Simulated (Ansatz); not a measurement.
# Ta(100) / 3 layers W(100) / Ta(100): resistance against film thickness, part 2 of 2

Wanted: interface resistance and thickness dependence for Ta(100) / 3 layers W(100) / Ta(100).

Ansatz 0.2.0; Ansatz plane-wave DFT, PBEsol, PAW files; ballistic transport by layer matching (Landauer), zero bias; PAW set soft_1.

So far. Step 2 (With 3 layers): The lead's potential steps by 6.1 meV from period to period, small in itself. The program estimates the junction's conductance to 3.2 % from the k-mesh, 0.7 % from the leads' distance from neutral and 1.1 % from their steps. Step 3 (With 5 layers, k-mesh 11×11×1, film layers 5): The conductance of the junction is 8.6e14 S/m², 21 % under the 1.1e15 S/m² of the last finished run.

## Step 4: With 6 layers, k-mesh 11×11×1, film layers 6

The stack now holds 6 film layers; the k-mesh follows the cell, and the energies span -0.27 to 0.27 eV.

System of this step: Ta(100) / 6 layers W(100) / Ta(100). The cell holds 16 atoms: 10 Ta and 6 W. Cell: a = 3.303 Å, b = 3.303 Å, c = 25.232 Å, α = 90.0°, β = 90.0°, γ = 90.0°. It derives from Ta and W. Regions: lead, 10 atoms (10 Ta); films, 6 atoms (6 W). The structure is stacked along c, and the current runs across the ab planes.

File input.yaml:

```yaml
crystal:
  lattice:
    - [3.30256, 0.0, 0.0]
    - [0.0, 3.30256, 0.0]
    - [0.0, 0.0, 25.2316384642]
  atoms:
    - { symbol: Ta, position: [0.0, 0.0, 0.0327224093] }
    - { symbol: Ta, position: [0.5, 0.5, 0.0981672278] }
    - { symbol: Ta, position: [0.0, 0.0, 0.1636120463] }
    - { symbol: Ta, position: [0.5, 0.5, 0.2290568648] }
    - { symbol: Ta, position: [0.0, 0.0, 0.2945016833] }
    - { symbol: W, position: [0.5, 0.5, 0.3560200771] }
    - { symbol: W, position: [0.0, 0.0, 0.4136120463] }
    - { symbol: W, position: [0.5, 0.5, 0.4712040154] }
    - { symbol: W, position: [0.0, 0.0, 0.5287959846] }
    - { symbol: W, position: [0.5, 0.5, 0.5863879537] }
    - { symbol: W, position: [0.0, 0.0, 0.6439799229] }
    - { symbol: Ta, position: [0.5, 0.5, 0.7054983167] }
    - { symbol: Ta, position: [0.0, 0.0, 0.7709431352] }
    - { symbol: Ta, position: [0.5, 0.5, 0.8363879537] }
    - { symbol: Ta, position: [0.0, 0.0, 0.9018327722] }
    - { symbol: Ta, position: [0.5, 0.5, 0.9672775907] }
kpoints:
  mp_grid: { grid: [11, 11, 1] }
hamiltonian:
  xc: pbesol
  pseudopotentials: { kind: paw, azcp: { folder: soft_1 }, xc_functional: pbe }
scf:
  occupations: { method: fermi_dirac, width: 0.1 }
output:
  transmission:
    leads: [[0, 1]]
    kmesh: [22, 22]
    e_range: [-0.27, 0.27]
    de: 0.036
  write_potential: true
  write_density: true
  volumetric_format: npy
```

Run with:

```sh
> ansatz run input.yaml --threads 4 --pin off --max-ram 8192MiB --backend cpu --events-out ev --progress --plain --runs-dir out
```

Numbers of over 12 decimals in the logs are rounded to 6 here.

Output:

```text
[...]
Crystal: 16 atoms, lattice volume = 275.199 Å³
Basis set: ecut = 420 eV, 5437 PW (Γ)
Bands: 129, of which v1, the nominal top of the filled ones, is band 107 counted from 1 (106 counted from 0)
Symmetry: 16 space group operations
[...]
k-points: 21 of 121
[...]
--- Transmission ---
  basis      : 97 plane waves across, 41 finite elements along
  points     : 78, standing for a mesh of 22 x 22
[...]
filled         : 21.8 meV over the level at which it is neutral
    channels       : 2.526860e0 a spin
[...]
slowest decay  : 0.0845 /Å at (0.3182, 0.3182)
  junction   : crystal 0 to crystal 0, 0.70 to 24.28 Å
    transmission   : 1.097948e0 a spin
[...]
resistance     : 7.2048e-4 Ω µm² beyond half of each lead's own
[key lines of the parts left out:]
SCF converged after 10 iterations
Free energy (F): -159619.298066 eV
Fermi energy:    19.632009 eV
```

Wall time 60 s (4 threads of Intel Xeon 6975P-C (Granite Rapids), shared host); peak memory 1.3 GiB; 3.6 min of CPU time.

Numbers from this step:

- free energy: -159619.2981 eV
- energy at zero smearing: -159619.0777 eV
- Fermi energy: 19.63 eV
- step of the lead's potential: 1.7 meV
- ballistic conductance of the lead: 1.80e15 S/m²
- estimated errors of the lead's conductance: 0, 3.9, 1.7 % (band edges, k-mesh, distance from neutral)
- lead conductance per cell: 2.535 G₀
- conductance of the junction: 7.84e14 S/m²
- junction conductance per cell: 1.103 G₀
- estimated errors of the junction's conductance: 0.1, 0, 4.8, 0.4, 0.6 % (energy step, band edges, k-mesh, leads' steps, distance from neutral)
- area resistance that the stack adds (contact term taken off, spin by spin): 0.7205 fΩ m²

Per spin. Transmission, zone mean against energy, zero at the Fermi level:

| energy (eV) | transmission, zone mean |
| --- | --- |
| -0.270 | 1.16 |
| -0.234 | 1.17 |
| -0.198 | 1.17 |
| -0.162 | 1.16 |
| -0.126 | 1.13 |
| -0.090 | 1.12 |
| -0.054 | 1.12 |
| -0.018 | 1.11 |
| 0.018 | 1.10 |
| 0.054 | 1.08 |
| 0.090 | 1.07 |
| 0.126 | 1.06 |
| 0.162 | 1.04 |
| 0.198 | 1.03 |
| 0.234 | 0.999 |
| 0.270 | 0.957 |

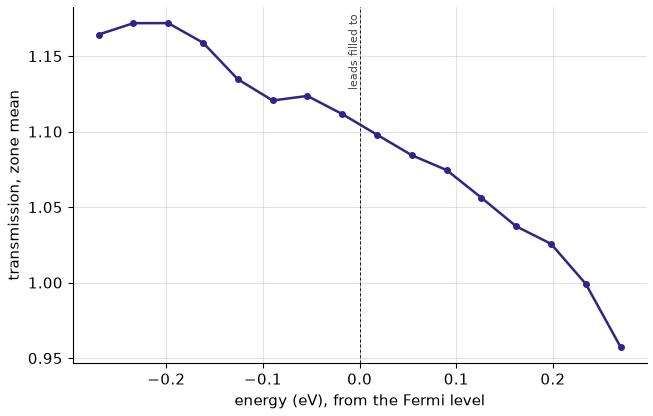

Transmission, zone mean, plotted against energy.

The conductance of the junction is 7.8e14 S/m², 8.9 % under the 8.6e14 S/m² of the last finished run, no more than the error estimates, leads' steps apart, of 4.7 and 4.8 % together.

## Step 5: With 8 layers, k-mesh 11×11×1, film layers 8

The stack now holds 8 film layers; the k-mesh follows the cell, and the energies span -0.27 to 0.27 eV.

System of this step: Ta(100) / 8 layers W(100) / Ta(100). The cell holds 18 atoms: 10 Ta and 8 W. Its edges and angles: a = 3.303 Å, b = 3.303 Å, c = 28.138 Å, α = 90.0°, β = 90.0°, γ = 90.0°. It derives from Ta and W. Regions: lead, 10 atoms (10 Ta); films, 8 atoms (8 W). The structure is stacked along c, and the current runs across the ab planes.

input.yaml, the sections that differ from step 4:

```yaml
crystal:
  lattice:
    - [3.30256, 0.0, 0.0]
    - [0.0, 3.30256, 0.0]
    - [0.0, 0.0, 28.1379179522]
  atoms:
    - { symbol: Ta, position: [0.0, 0.0, 0.0293426117] }
    - { symbol: Ta, position: [0.5, 0.5, 0.088027835] }
    - { symbol: Ta, position: [0.0, 0.0, 0.1467130584] }
    - { symbol: Ta, position: [0.5, 0.5, 0.2053982818] }
    - { symbol: Ta, position: [0.0, 0.0, 0.2640835051] }
    - { symbol: W, position: [0.5, 0.5, 0.3192478522] }
    - { symbol: W, position: [0.0, 0.0, 0.370891323] }
    - { symbol: W, position: [0.5, 0.5, 0.4225347938] }
    - { symbol: W, position: [0.0, 0.0, 0.4741782646] }
    - { symbol: W, position: [0.5, 0.5, 0.5258217354] }
    - { symbol: W, position: [0.0, 0.0, 0.5774652062] }
    - { symbol: W, position: [0.5, 0.5, 0.629108677] }
    - { symbol: W, position: [0.0, 0.0, 0.6807521478] }
    - { symbol: Ta, position: [0.5, 0.5, 0.7359164949] }
    - { symbol: Ta, position: [0.0, 0.0, 0.7946017182] }
    - { symbol: Ta, position: [0.5, 0.5, 0.8532869416] }
    - { symbol: Ta, position: [0.0, 0.0, 0.911972165] }
    - { symbol: Ta, position: [0.5, 0.5, 0.9706573883] }
# kpoints, hamiltonian, scf, output: as in step 4
```

Output:

```text
[...]
Crystal: 18 atoms, lattice volume = 306.898 Å³
Basis set: ecut = 420 eV, 6047 PW (Γ)
Bands: 146, of which v1, the nominal top of the filled ones, is band 121 counted from 1 (120 counted from 0)
Symmetry: 16 space group operations
[...]
k-points: 21 of 121
[...]
--- Transmission ---
  basis      : 97 plane waves across, 47 finite elements along
  points     : 78, standing for a mesh of 22 x 22
[...]
filled         : 11.0 meV over the level at which it is neutral
    channels       : 2.510331e0 a spin
[...]
slowest decay  : 0.0816 /Å at (0.3182, 0.3182)
  junction   : crystal 0 to crystal 0, 0.70 to 27.18 Å
    transmission   : 9.761976e-1 a spin
[...]
resistance     : 8.7832e-4 Ω µm² beyond half of each lead's own
[key lines of the parts left out:]
SCF converged after 10 iterations
Free energy (F): -180134.125379 eV
Fermi energy:    19.888123 eV
```

It took 67 s on 4 threads; peak memory 1.5 GiB; 4.1 min of CPU time.

Numbers from this step:

```
free energy                                                                : -180134.1254 eV
energy at zero smearing                                                    : -180133.8795 eV
Fermi energy                                                               : 19.89 eV
step of the lead's potential                                               : 2.4 meV
ballistic conductance of the lead                                          : 1.82e15 S/m²
estimated errors of the lead's conductance                                 : 0, 3.9, 0.8 % (band edges, k-mesh, distance from neutral)
lead conductance per cell                                                  : 2.557 G₀
conductance of the junction                                                : 7.00e14 S/m²
junction conductance per cell                                              : 0.9851 G₀
estimated errors of the junction's conductance                             : 0.2, 0, 5.8, 0.5, 0.5 % (energy step, band edges, k-mesh, leads' steps, distance from neutral)
area resistance that the stack adds (contact term taken off, spin by spin) : 0.8783 fΩ m²
```

Per spin. Transmission, zone mean against energy, zero at the Fermi level:

| energy (eV) | transmission, zone mean |
| --- | --- |
| -0.270 | 0.989 |
| -0.234 | 1.02 |
| -0.198 | 1.03 |
| -0.162 | 1.03 |
| -0.126 | 1.02 |
| -0.090 | 1.01 |
| -0.054 | 1.01 |
| -0.018 | 0.998 |
| 0.018 | 0.976 |
| 0.054 | 0.956 |
| 0.090 | 0.940 |
| 0.126 | 0.920 |
| 0.162 | 0.893 |
| 0.198 | 0.889 |
| 0.234 | 0.889 |
| 0.270 | 0.871 |

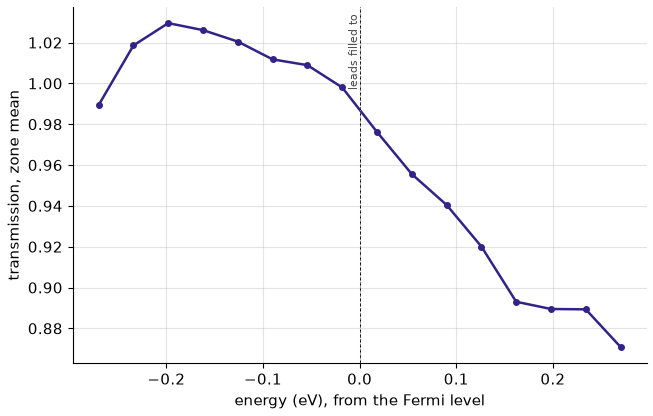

Transmission, zone mean against energy.

The conductance of the junction is 7.0e14 S/m², 11 % under the 7.8e14 S/m² of the last finished run.

## Step 6: With 10 layers, k-mesh 11×11×1, film layers 10

The stack now holds 10 film layers; the k-mesh follows the cell, and the energies span -0.27 to 0.27 eV.

System of this step: Ta(100) / 10 layers W(100) / Ta(100). The cell holds 20 atoms: 10 Ta and 10 W. Cell: a = 3.303 Å, b = 3.303 Å, c = 31.044 Å, α = 90.0°, β = 90.0°, γ = 90.0°. It derives from Ta and W. Regions: lead, 10 atoms (10 Ta); films, 10 atoms (10 W). The structure is stacked along c, and the current runs across the ab planes.

input.yaml, the sections that differ from step 5:

```yaml
crystal:
  lattice:
    - [3.30256, 0.0, 0.0]
    - [0.0, 3.30256, 0.0]
    - [0.0, 0.0, 31.0441974403]
  atoms:
    - { symbol: Ta, position: [0.0, 0.0, 0.0265956304] }
    - { symbol: Ta, position: [0.5, 0.5, 0.0797868911] }
    - { symbol: Ta, position: [0.0, 0.0, 0.1329781518] }
    - { symbol: Ta, position: [0.5, 0.5, 0.1861694125] }
    - { symbol: Ta, position: [0.0, 0.0, 0.2393606733] }
    - { symbol: W, position: [0.5, 0.5, 0.2893606733] }
    - { symbol: W, position: [0.0, 0.0, 0.3361694125] }
    - { symbol: W, position: [0.5, 0.5, 0.3829781518] }
    - { symbol: W, position: [0.0, 0.0, 0.4297868911] }
    - { symbol: W, position: [0.5, 0.5, 0.4765956304] }
    - { symbol: W, position: [0.0, 0.0, 0.5234043696] }
    - { symbol: W, position: [0.5, 0.5, 0.5702131089] }
    - { symbol: W, position: [0.0, 0.0, 0.6170218482] }
    - { symbol: W, position: [0.5, 0.5, 0.6638305875] }
    - { symbol: W, position: [0.0, 0.0, 0.7106393267] }
    - { symbol: Ta, position: [0.5, 0.5, 0.7606393267] }
    - { symbol: Ta, position: [0.0, 0.0, 0.8138305875] }
    - { symbol: Ta, position: [0.5, 0.5, 0.8670218482] }
    - { symbol: Ta, position: [0.0, 0.0, 0.9202131089] }
    - { symbol: Ta, position: [0.5, 0.5, 0.9734043696] }
# kpoints, hamiltonian, scf, output: as in step 5
```

Output:

```text
[...]
Crystal: 20 atoms, lattice volume = 338.596 Å³
Basis set: ecut = 420 eV, 6687 PW (Γ)
Bands: 162, of which v1, the nominal top of the filled ones, is band 135 counted from 1 (134 counted from 0)
Symmetry: 16 space group operations
[...]
k-points: 21 of 121
[...]
--- Transmission ---
  basis      : 97 plane waves across, 48 finite elements along
  points     : 78, standing for a mesh of 22 x 22
[...]
filled         : 11.2 meV over the level at which it is neutral
    channels       : 2.510331e0 a spin
[...]
slowest decay  : 0.0816 /Å at (0.3182, 0.3182)
  junction   : crystal 0 to crystal 0, 0.70 to 30.09 Å
    transmission   : 9.022134e-1 a spin
[...]
resistance     : 9.9752e-4 Ω µm² beyond half of each lead's own
[key lines of the parts left out:]
SCF converged after 10 iterations
Free energy (F): -200648.972751 eV
Fermi energy:    20.111608 eV
```

Run time: 77 s. Hardware: 4 threads; peak memory 1.8 GiB.

This step gave:

| Item | Value |
| --- | --- |
| free energy | -200648.9728 eV |
| energy at zero smearing | -200648.7171 eV |
| Fermi energy | 20.11 eV |
| step of the lead's potential | 3 meV |
| estimated errors of the lead's conductance | 0, 3.9, 0.9 % (band edges, k-mesh, distance from neutral) |
| lead conductance per cell | 2.556 G₀ |
| conductance of the junction | 6.46e14 S/m² |
| junction conductance per cell | 0.9093 G₀ |
| estimated errors of the junction's conductance | 0, 0, 6.4, 4.6, 0.4 % (energy step, band edges, k-mesh, leads' steps, distance from neutral) |
| area resistance that the stack adds (contact term taken off, spin by spin) | 0.9975 fΩ m² |

Per spin. Table of transmission, zone mean by energy, zero at the Fermi level:

| energy (eV) | transmission, zone mean |
| --- | --- |
| -0.270 | 0.996 |
| -0.234 | 1.01 |
| -0.198 | 1.01 |
| -0.162 | 0.980 |
| -0.126 | 0.958 |
| -0.090 | 0.938 |
| -0.054 | 0.923 |
| -0.018 | 0.914 |
| 0.018 | 0.902 |
| 0.054 | 0.893 |
| 0.090 | 0.911 |
| 0.126 | 0.884 |
| 0.162 | 0.884 |
| 0.198 | 0.886 |
| 0.234 | 0.855 |
| 0.270 | 0.838 |

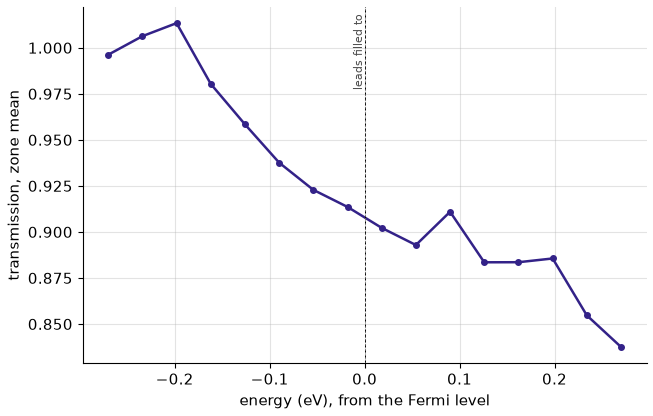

Transmission, zone mean against energy.

The conductance of the junction is 6.5e14 S/m², 7.7 % under the 7.0e14 S/m² of the last finished run, no more than the error estimates, leads' steps apart, of 5.8 and 6.4 % together.

## Step 7: Cost and result by level

Times are for 4 threads of Intel Xeon 6975P-C (Granite Rapids), shared host. The series side by side:

| no. | film layers | area resistance that the stack adds (contact term taken off, spin by spin) (fΩ m²) | conductance of the junction (S/m²) | time | memory (GiB) |
| --- | --- | --- | --- | --- | --- |
| 1 | 3 | 0.3660 | 1.09e15 | 2.1 min | 1.3 |
| 2 | 5 | 0.6099 | 8.61e14 | 57 s | 1.3 |
| 3 | 6 | 0.7205 | 7.84e14 | 60 s | 1.3 |
| 4 | 8 | 0.8783 | 7.00e14 | 67 s | 1.5 |
| 5 | 10 | 0.9975 | 6.46e14 | 77 s | 1.8 |

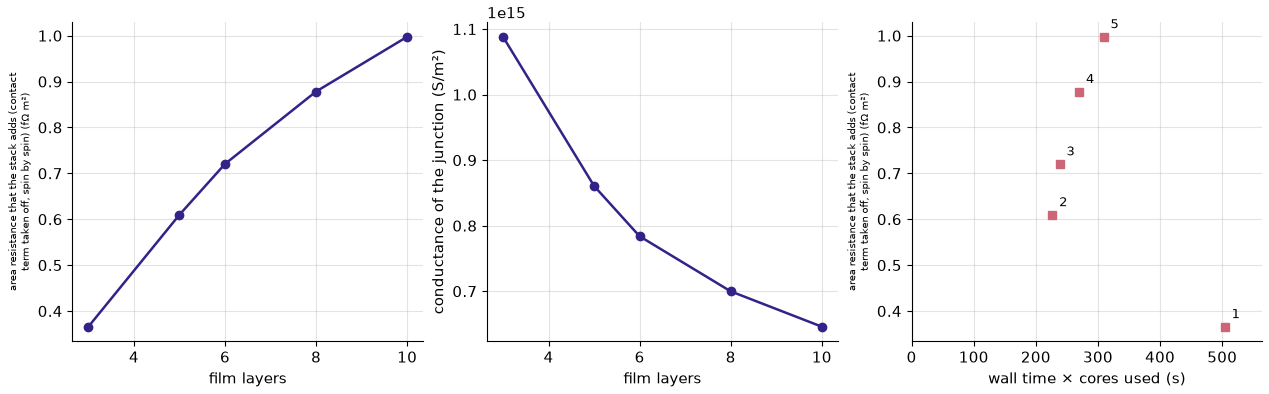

The series as plots; the last panel sets the first result against cost, with the runs numbered as in the table.

## Step 8: With 5 layers

This step: Ansatz plane-wave DFT, PBEsol, PAW files; ballistic transport by layer matching (Landauer), zero bias; changed: output.transmission.de = 0.5, output.transmission.e_range = [-2, 2], scf.max_iter = 60; PAW set soft_1 (Ansatz 0.2.0).

System of this step: Ta(100) / 5 layers W(100) / Ta(100). The cell holds 16 atoms: 11 Ta and 5 W. Cell: a = 3.303 Å, b = 3.303 Å, c = 25.430 Å, α = 90.0°, β = 90.0°, γ = 90.0°. It derives from Ta and W. Regions: lead, 11 atoms (11 Ta); films, 5 atoms (5 W). The structure is stacked along c, and the current runs across the ab planes.

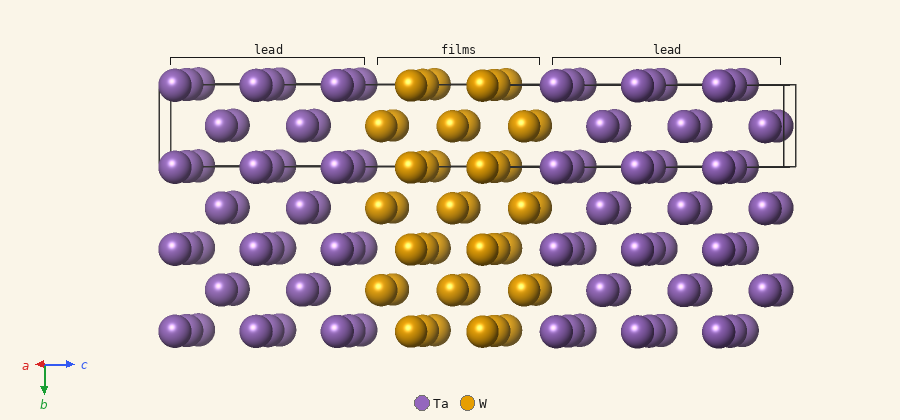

The cell of this step (tantalum purple, tungsten orange). 2×3×1 cells are drawn. Some periodic images of atoms are drawn too.

File input.yaml:

```yaml
crystal:
  lattice:
    - [3.30256, 0.0, 0.0]
    - [0.0, 3.30256, 0.0]
    - [0.0, 0.0, 25.4297787201]
  atoms:
    - { symbol: Ta, position: [0.0, 0.0, 0.0324674473] }
    - { symbol: Ta, position: [0.5, 0.5, 0.0974023418] }
    - { symbol: Ta, position: [0.0, 0.0, 0.1623372364] }
    - { symbol: Ta, position: [0.5, 0.5, 0.227272131] }
    - { symbol: Ta, position: [0.0, 0.0, 0.2922070255] }
    - { symbol: W, position: [0.5, 0.5, 0.3532460888] }
    - { symbol: W, position: [0.0, 0.0, 0.4103893208] }
    - { symbol: W, position: [0.5, 0.5, 0.4675325527] }
    - { symbol: W, position: [0.0, 0.0, 0.5246757847] }
    - { symbol: W, position: [0.5, 0.5, 0.5818190166] }
    - { symbol: Ta, position: [0.0, 0.0, 0.6428580799] }
    - { symbol: Ta, position: [0.5, 0.5, 0.7077929745] }
    - { symbol: Ta, position: [0.0, 0.0, 0.772727869] }
    - { symbol: Ta, position: [0.5, 0.5, 0.8376627636] }
    - { symbol: Ta, position: [0.0, 0.0, 0.9025976582] }
    - { symbol: Ta, position: [0.5, 0.5, 0.9675325527] }
kpoints:
  mp_grid: { grid: [11, 11, 1] }
hamiltonian:
  xc: pbesol
  pseudopotentials: { kind: paw, azcp: { folder: soft_1 }, xc_functional: pbe }
scf:
  occupations: { method: fermi_dirac, width: 0.1 }
  max_iter: 60
output:
  transmission: { leads: [[0, 1]], kmesh: [22, 22], e_range: [-2, 2], de: 0.5 }
  write_potential: true
  write_density: true
  volumetric_format: npy
```

Output:

```text
[...]
Crystal: 16 atoms, lattice volume = 277.360 Å³
Basis set: ecut = 420 eV, 5469 PW (Γ)
Bands: 128, of which v1, the nominal top of the filled ones, is band 107 counted from 1 (106 counted from 0)
Symmetry: 16 space group operations
[...]
k-points: 21 of 121
[...]
SCF iter   1: F=—  HF=-159232.916286 eV  |F-HF|=—  |Δ(HF+E_count)|=         —  Δρ=1.80e-1  dr2=4.99e3  ethr=3.10e-3  ⟨swp⟩=6.6  Hψ=10900  notcnv=0
[...]
SCF iter  11: F=-159169.308085 eV  HF=-159169.308085 eV  |F-HF|=8.15e-10  |Δ(HF+E_count)|=   3.38e-9  Δρ=3.32e-7  dr2=9.53e-10  ethr=4.69e-11  ⟨swp⟩=13.4  Hψ=8889  notcnv=0
SCF 1 converged in 11 iterations: F = -159169.308085 eV  dr2 = 9.53e-10
[...]
transmission: 400 of 3978 steps passed
transmission: 796 of 3978 steps passed
[...]
transmission: 3978 of 3978 steps passed
SCF converged after 11 iterations
Free energy (F): -159169.308085 eV
[...]
Internal energy: -159168.829982 eV  (E = F + TS)
E sigma→0 (E₀):  -159169.069033 eV
Entropy (-TS):   -0.478103 eV (-29.881 meV/atom)
Fermi energy:    19.389297 eV
[...]
--- Band table (eV; the first three rows and the last of 21) ---
  k-point 0: bands = [... 103 lower, 20.0151, 20.0452, 20.0452, 20.0881, 20.0881, 20.2116, 20.2116, 20.2387, ... 17 higher]
  k-point 1: bands = [... 103 lower, 19.7858, 19.8379, 19.8746, 19.9219, 20.0452, 20.1470, 20.1614, 20.4678, ... 17 higher]
  k-point 2: bands = [... 103 lower, 19.6013, 19.6547, 19.7329, 19.9371, 19.9446, 20.0629, 20.0987, 20.5611, ... 17 higher]
  k-point 20: bands = [... 103 lower, 19.0035, 19.0643, 19.1796, 19.7642, 19.7960, 20.1551, 20.1920, 20.5317, ... 17 higher]
--- Transmission ---
  basis      : 97 plane waves across, 51 finite elements along
  points     : 78, standing for a mesh of 22 x 22
[...]
channels       : 2.551653e0 a spin
    conductance    : none, the energies end too early or step too widely for 300 K: set another output.transmission.e_range or a lower de, or, where they end at an eighth of basis.ecutwfc, a higher one
    slowest decay  : 0.0773 /Å at (0.3182, 0.3182)
  junction   : crystal 0 to crystal 0, -0.70 to 23.08 Å
    transmission   : 1.212586e0 a spin
[...]
```

The job ended after 50 s (4 threads; peak memory 1.3 GiB; 2.8 min of CPU time).

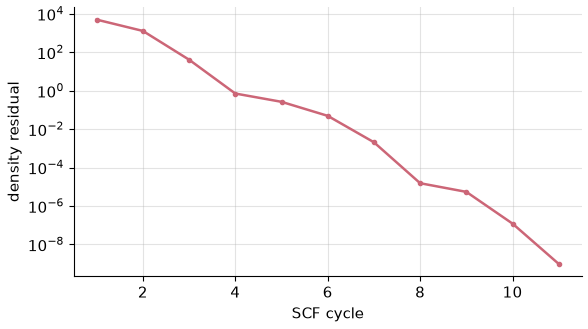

Residual by cycle in this run.

The run finished. A setting was moved off its sound value on purpose, so it serves as a test and not as the result.

The fault put into the input: an energy step too wide for a conductance (output.transmission.de = 0.5 and output.transmission.e_range = [-2, 2]).

## Step 9: Outcome

```json
{"area resistance, 3 layers": "0.366 fΩ m²", "area resistance, 5 layers": "0.610 fΩ m²", "area resistance, 6 layers": "0.720 fΩ m²", "area resistance, 8 layers": "0.878 fΩ m²", "area resistance, 10 layers": "0.998 fΩ m²"}
```

**Reading.** The stack adds 0.37 fΩ m² with 3 layers and 1.00 fΩ m² with 10. From 5 to 10 layers it grows by 64 %; nothing scatters inside a perfect film, so this is no ohmic growth, and the error estimates, with the leads' steps, cover part of it. Atoms sit on ideal sites and aren't relaxed. Spin-orbit coupling is left out, which matters for Ta and W. W(100) is stretched by 4.4 % in plane to fit Ta(100), at its own atomic volume.

[Logs are printed without paths, hosts, clocks, repeated set-up lines and the standing remarks that a program may print on its own settings, such as how far it seeks lower states.]

[Hosts, paths, dates, database ids (printed as entryN), source tags and the programs' standing remarks are cut or masked in the printed files.]
